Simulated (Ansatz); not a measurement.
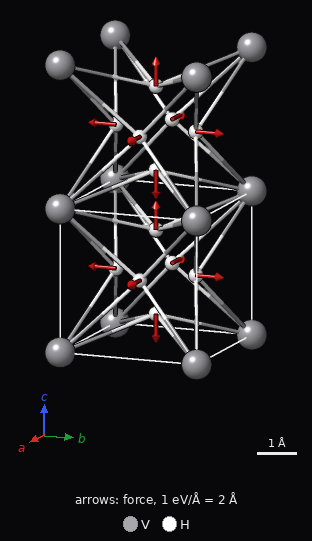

Starting geometry of solid VH6 (a generated structure, set up in Pm-3m) (coarse preliminary run) with the computed forces as red arrows. A ball-and-stick model of the cell of the calculation, repeated 1 × 1 × 2 with one cell outlined, seen slightly off an axis.

Level of theory: DFT PBE, scalar-relativistic, plane waves, PAW in Ansatz 0.2.0. (plane-wave cutoff 420 eV; k-point mesh 4 × 4 × 4; occupations gaussian; smearing width 0.1 eV; collinear spin; cell and atoms relaxed; force threshold 0.04 eV/Å; at most 70 steps)

### Is this structure relaxed? If not, where do the atoms go?

It isn't relaxed: the largest force vector, on H atoms, is 0.41 eV/Å. The atoms end up moving mostly along the starting forces (cosine between the two patterns 1.00). The largest moves relative to the cell, 0.33 Å, are those of H atoms. V stays in place. Cell: a = b = c 3.815 → 3.619 Å (−5.1 %). Volume −14.7 %. Some distances before and after: H–H 1.579 → 0.831 Å, H–V 2.811 → 2.592 Å. The space group stays Pm-3m (No. 221). The energy falls by 3.216 eV per cell of the calculation in 7 accepted moves (9 points after the start). Largest force component: 0.41 eV/Å at the start, 0.015 eV/Å at the end. Pressure: −17.91 GPa at the start and −0.11 GPa at the end. The line search rejected the trial step at point 6 of the run. At 1 point the geometry stayed and the basis and grid were re-selected for the new cell (energy shift of 10.0 meV per cell of the calculation at most each time).

Limits of the set-up: the k-point mesh is coarse for a cell with partly filled bands.
